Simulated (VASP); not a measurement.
# Geometry relaxation of AlAs (part 2 of 2)

The same run, continued: AlAs (2 atoms in the cell); Kohn-Sham DFT of a periodic cell, PBEsol, VASP PAW PBE potentials, recommended, no spin polarisation (VASP 6.6.1); cutoff 600 eV, 8×8×8 k-mesh, Gaussian smearing of 0.03 eV. The structure derives from an entry of the Crystallography Open Database.

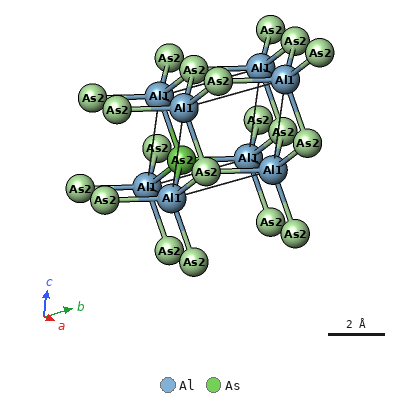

Figure 1. The geometry at step 1 of the log (ball-and-stick view of the cell of the calculation, seen slightly off an axis; neighbours outside the cell are drawn fainter; atoms are numbered from 1 in the order of the input).

Parts of OUTCAR, continued
```
 Free energy of the ion-electron system (eV)
  ---------------------------------------------------
  ext. energy  EPLUGINS =         0.00000000
  ---------------------------------------------------
  free energy    TOTEN  =       -10.06365207 eV

  energy without entropy =      -10.06365207  energy(sigma->0) =      -10.06365207

------------------------ aborting loop because EDIFF is reached ----------------------------------------

  FORCE on cell =-STRESS in cart. coord.  units (eV):
  Direction    XX          YY          ZZ          XY          YZ          ZX
  --------------------------------------------------------------------------------------
  -------------------------------------------------------------------------------------
  Total        0.2326517      0.2326517      0.2326517      0.0000000     -0.0000000      0.0000000
  in kB        8.2194623      8.2194623      8.2194623      0.0000000     -0.0000000      0.0000000
  external PRESSURE =       8.2194623 kB  Pullay stress =       0.0000000 kB

 VOLUME and BASIS-vectors are now :
 -----------------------------------------------------------------------------
  energy-cutoff  :      600.00
  volume of cell :       45.35
      direct lattice vectors                 reciprocal lattice vectors
     0.000000000  2.830400000  2.830400000    -0.176653477  0.176653477  0.176653477
     2.830400000  0.000000000  2.830400000     0.176653477 -0.176653477  0.176653477
     2.830400000  2.830400000  0.000000000     0.176653477  0.176653477 -0.176653477

 POSITION                                       TOTAL-FORCE (eV/Angst)
 -----------------------------------------------------------------------------------
      0.00000      0.00000      0.00000         0.000000      0.000000      0.000000
      1.41520      1.41520      1.41520        -0.000000     -0.000000     -0.000000
 -----------------------------------------------------------------------------------
    total drift:                                0.000000      0.000000      0.000000

  FREE ENERGIE OF THE ION-ELECTRON SYSTEM (eV)
  ---------------------------------------------------
  free  energy   TOTEN  =       -10.0636520695 eV

  energy  without entropy=      -10.0636520695  energy(sigma->0) =      -10.06365207

--------------------------------------- Ionic step        2  -------------------------------------------

 number of electron       8.0000001 magnetization

------------------------ aborting loop because EDIFF is reached ----------------------------------------

  FORCE on cell =-STRESS in cart. coord.  units (eV):
  Direction    XX          YY          ZZ          XY          YZ          ZX
  --------------------------------------------------------------------------------------
  -------------------------------------------------------------------------------------
  Total       -0.1175864     -0.1175864     -0.1175864      0.0000000      0.0000000      0.0000000
  in kB       -4.0851026     -4.0851026     -4.0851026      0.0000000      0.0000000      0.0000000
  external PRESSURE =      -4.0851026 kB  Pullay stress =       0.0000000 kB

 VOLUME and BASIS-vectors are now :
 -----------------------------------------------------------------------------
  energy-cutoff  :      600.00
  volume of cell :       46.12
      direct lattice vectors                 reciprocal lattice vectors
     0.000000000  2.846283832  2.846283832    -0.175667653  0.175667653  0.175667653
     2.846283832  0.000000000  2.846283832     0.175667653 -0.175667653  0.175667653
     2.846283832  2.846283832  0.000000000     0.175667653  0.175667653 -0.175667653

 POSITION                                       TOTAL-FORCE (eV/Angst)
 -----------------------------------------------------------------------------------
      0.00000      0.00000      0.00000         0.000000      0.000000      0.000000
      1.42314      1.42314      1.42314        -0.000000     -0.000000     -0.000000
 -----------------------------------------------------------------------------------
    total drift:                                0.000000      0.000000      0.000000

  FREE ENERGIE OF THE ION-ELECTRON SYSTEM (eV)
  ---------------------------------------------------
  free  energy   TOTEN  =       -10.0646022920 eV

  energy  without entropy=      -10.0646022920  energy(sigma->0) =      -10.06460229

--------------------------------------- Ionic step        3  -------------------------------------------

 number of electron       8.0000001 magnetization

 Free energy of the ion-electron system (eV)
  ---------------------------------------------------
  ext. energy  EPLUGINS =         0.00000000
  ---------------------------------------------------
  free energy    TOTEN  =       -10.06493621 eV

  energy without entropy =      -10.06493621  energy(sigma->0) =      -10.06493621

 E-fermi :   3.8681     XC(G=0):  -9.1529     alpha+bet :-10.1632

 val. band max:        3.7082847658   @ k =   0.0000   0.0000   0.0000
 cond. band min:       5.0465055103   @ k =   0.5000   0.5000   0.0000
 fundamental gap:      1.3382207445
 Fermi energy:         3.8681211342

 k-point     1 :       0.0000    0.0000    0.0000
  band No.  band energies     occupation
      1      -8.1168      2.00000
      2       3.7083      2.00000
      3       3.7083      2.00000
      4       3.7083      2.00000
      5       5.6018      0.00000
      6       7.9525      0.00000
      7       7.9525      0.00000
      8       7.9525      0.00000

 k-point     2 :       0.1250    0.0000    0.0000
  band No.  band energies     occupation
      1      -7.9655      2.00000
      2       2.2653      2.00000
      3       3.5484      2.00000
      4       3.5484      2.00000
      5       6.3800      0.00000
      6       8.2321      0.00000
      7       8.2321      0.00000
      8       8.3251      0.00000

 k-point     3 :       0.2500    0.0000    0.0000
  band No.  band energies     occupation
      1      -7.5460      2.00000
      2       0.3183      2.00000
      3       3.2331      2.00000
      4       3.2331      2.00000
      5       6.2204      0.00000
      6       8.5676      0.00000
      7       8.5676      0.00000
      8      10.0230      0.00000

 k-point     4 :       0.3750    0.0000    0.0000
  band No.  band energies     occupation
      1      -7.0041      2.00000
      2      -1.2164      2.00000
      3       2.9816      2.00000
      4       2.9816      2.00000
      5       5.8779      0.00000
      6       8.4490      0.00000
      7       8.4490      0.00000
      8      11.2404      0.00000

 k-point     5 :       0.5000    0.0000    0.0000
  band No.  band energies     occupation
      1      -6.7150      2.00000
      2      -1.8454      2.00000
      3       2.8902      2.00000
      4       2.8902      2.00000
      5       5.7484      0.00000
      6       8.3316      0.00000
      7       8.3316      0.00000
      8      11.2652      0.00000

 [... the levels of 18 k-points are left out ...]

 k-point    24 :      -0.3750    0.2500    0.1250
  band No.  band energies     occupation
      1      -6.4569      2.00000
      2      -1.5329      2.00000
      3       1.0195      2.00000
      4       2.1723      2.00000
      5       7.2939      0.00000
      6       7.8607      0.00000
      7      10.3076      0.00000
      8      11.2383      0.00000

 [... further k-points ...]

------------------------ aborting loop because EDIFF is reached ----------------------------------------

  FORCE on cell =-STRESS in cart. coord.  units (eV):
  Direction    XX          YY          ZZ          XY          YZ          ZX
  --------------------------------------------------------------------------------------
  -------------------------------------------------------------------------------------
  Total        0.0008354      0.0008354      0.0008354      0.0000000      0.0000000      0.0000000
  in kB        0.0291895      0.0291895      0.0291895      0.0000000      0.0000000      0.0000000
  external PRESSURE =       0.0291895 kB  Pullay stress =       0.0000000 kB

 VOLUME and BASIS-vectors are now :
 -----------------------------------------------------------------------------
  energy-cutoff  :      600.00
  volume of cell :       45.86
      direct lattice vectors                 reciprocal lattice vectors
     0.000000000  2.840884473  2.840884473    -0.176001525  0.176001525  0.176001525
     2.840884473  0.000000000  2.840884473     0.176001525 -0.176001525  0.176001525
     2.840884473  2.840884473  0.000000000     0.176001525  0.176001525 -0.176001525

 POSITION                                       TOTAL-FORCE (eV/Angst)
 -----------------------------------------------------------------------------------
      0.00000      0.00000      0.00000        -0.000000     -0.000000     -0.000000
      1.42044      1.42044      1.42044         0.000000      0.000000      0.000000
 -----------------------------------------------------------------------------------
    total drift:                                0.000000      0.000000      0.000000

  FREE ENERGIE OF THE ION-ELECTRON SYSTEM (eV)
  ---------------------------------------------------
  free  energy   TOTEN  =       -10.0649362116 eV

  energy  without entropy=      -10.0649362116  energy(sigma->0) =      -10.06493621

 reached required accuracy - stopping structural energy minimisation
```

CONTCAR
```
AlAs
   1.00000000000000
     0.0000000000000000    2.8408844733410126    2.8408844733410126
     2.8408844733410126    0.0000000000000000    2.8408844733410126
     2.8408844733410126    2.8408844733410126    0.0000000000000000
  Al              As
     1     1
Direct
     0.0000000000000000    0.0000000000000000    0.0000000000000000
     0.2500000000000000    0.2500000000000000    0.2500000000000000

  0.00000000E+00  0.00000000E+00  0.00000000E+00
  0.00000000E+00  0.00000000E+00  0.00000000E+00
```

Trajectory as extended XYZ (Å, eV, eV/Å), 3 frames, from step=0 to step=2
```
2
Lattice="0.0000 2.8304 2.8304 2.8304 0.0000 2.8304 2.8304 2.8304 0.0000" Properties=species:S:1:pos:R:3:forces:R:3 step=0 energy=-10.06365
Al    0.0000    0.0000    0.0000    0.0000   0.0000   0.0000
As    1.4152    1.4152    1.4152    0.0000   0.0000   0.0000
2
Lattice="0.0000 2.8463 2.8463 2.8463 0.0000 2.8463 2.8463 2.8463 0.0000" Properties=species:S:1:pos:R:3:forces:R:3 step=1 energy=-10.06460
Al    0.0000    0.0000    0.0000    0.0000   0.0000   0.0000
As    1.4231    1.4231    1.4231    0.0000   0.0000   0.0000
2
Lattice="0.0000 2.8409 2.8409 2.8409 0.0000 2.8409 2.8409 2.8409 0.0000" Properties=species:S:1:pos:R:3:forces:R:3 step=2 energy=-10.06494
Al    0.0000    0.0000    0.0000    0.0000   0.0000   0.0000
As    1.4204    1.4204    1.4204    0.0000   0.0000   0.0000
```

The run was set up as follows.

INCAR
```
SYSTEM = AlAs
  PREC = Accurate
  ENCUT = 600
  EDIFF = 1E-6
  ISMEAR = 0
  SIGMA = 0.03
  LREAL = .False.
  LASPH = .True.
  NELM = 80
  ALGO = Normal
  ISIF = 3
  LWAVE = .False.
  LCHARG = .False.
  GGA = PS
  IBRION = 2
  NSW = 90
  EDIFFG = -0.01
  KPAR = 4
```

KPOINTS
```
Automatic mesh
0
Gamma
  8 8 8
  0 0 0
```

POSCAR
```
AlAs
1.0
    0.0000000000      2.8304000000      2.8304000000
    2.8304000000      0.0000000000      2.8304000000
    2.8304000000      2.8304000000      0.0000000000
Al As
1 1
Direct
    0.0000000000      0.0000000000      0.0000000000
    0.2500000000      0.2500000000      0.2500000000
```

Launch command:
```bash
cat potpaw_PBE.64/Al/POTCAR potpaw_PBE.64/As/POTCAR > POTCAR
mpirun -np 4 vasp_std > vasp.out
```

Key numbers

- outcome: converged
- space group (tolerance 0.01 Å): F-43m (216)
- electrons treated: 8
- free energy: −10.0649 eV
- Fermi energy: 3.868 eV
- gap on the k-point mesh: 1.34 eV
- pressure: 0.00 GPa
- final volume: 45.86 Å³
- largest force (length of the vector) at the end: under 0.001 eV/Å
- final cell: a = 4.018 Å, b = 4.018 Å, c = 4.018 Å, α = 60.00°, β = 60.00°, γ = 60.00°
- hardware: 4 threads of Intel Xeon (Sapphire Rapids), 64 GiB of memory available, shared host
- wall time: 8.5 s (CPU time 26 s)
- peak memory: 0.18 GiB
